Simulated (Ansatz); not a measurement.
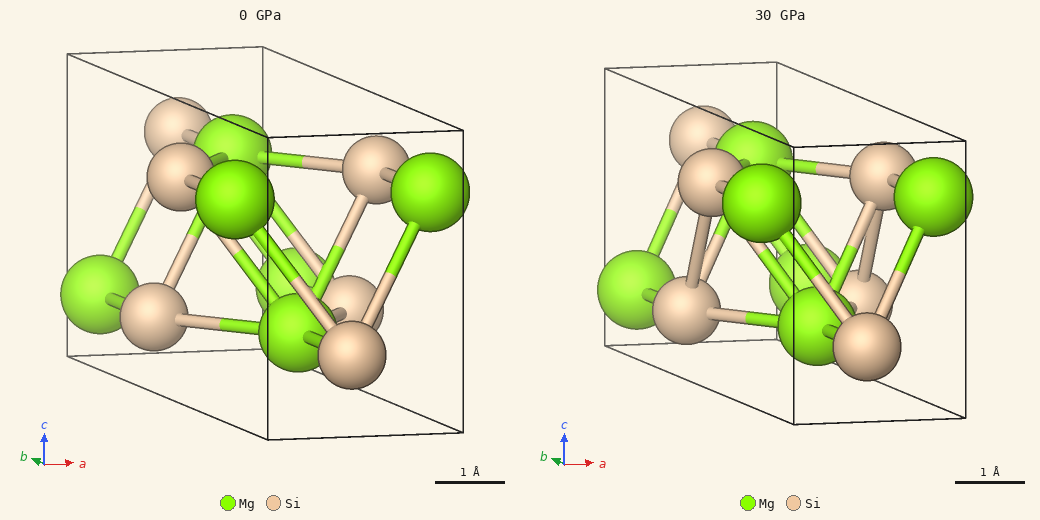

MgSi, space group Cmcm (No. 63), relaxed (cell and atoms) under a series of hydrostatic pressures; the conventional cell is drawn at the lowest and the highest, to one scale (sticks follow a distance rule). The start was a structure listed in the Materials Project. It needn't be the stable form of this composition.

Alike in all runs: Ansatz 0.2.0; functional PBEsol; potentials Ansatz PAW; cutoff 420 eV; k mesh 9 × 9 × 6 on the run's cell of 4 atoms; occupations fermi-dirac, width 0.05 eV; no spin polarisation; no spin-orbit coupling.

```tsv
pressure (GPa)	volume (Å³/atom)	a (Å)	b (Å)	c (Å)
0.0	17.336	2.993	10.353	4.475
2.0	16.799	2.931	10.347	4.431
5.0	16.149	2.879	10.265	4.372
10.0	15.276	2.808	10.149	4.288
20.0	?	?	?	?
30.0	13.176	2.632	9.757	4.104
```

Q: Fit a third-order Birch-Murnaghan equation to the rows given and use it to fill in the volume that is left out.

A: The fit gives V0 = 17.34 Å³/atom, B0 = 60 GPa and B0′ = 4.3, which puts the volume at 20.0 GPa at 14.05 Å³/atom. The run gave volume 14.036 Å³/atom; a 2.701 Å; b 9.946 Å; c 4.179 Å.

Q: Which axis yields most up to 30 GPa?

A: The a axis: a −12.1 %, b −5.8 %, c −8.3 %, against −24.0 % in volume.

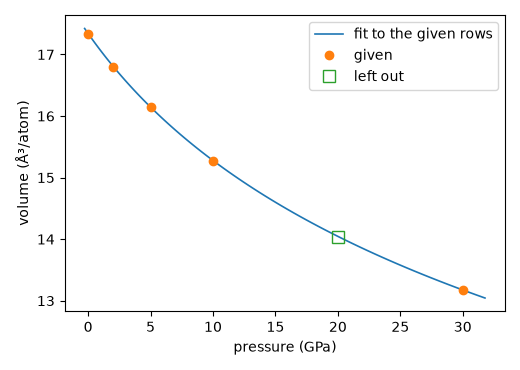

Volume against pressure, with the fit. The structure was kept in its own symmetry, so a change to another phase within this range wouldn't be seen.

Caveat: the plane-wave basis is chosen anew once the cell has moved, so the energies of steps on either side of that aren't comparable.
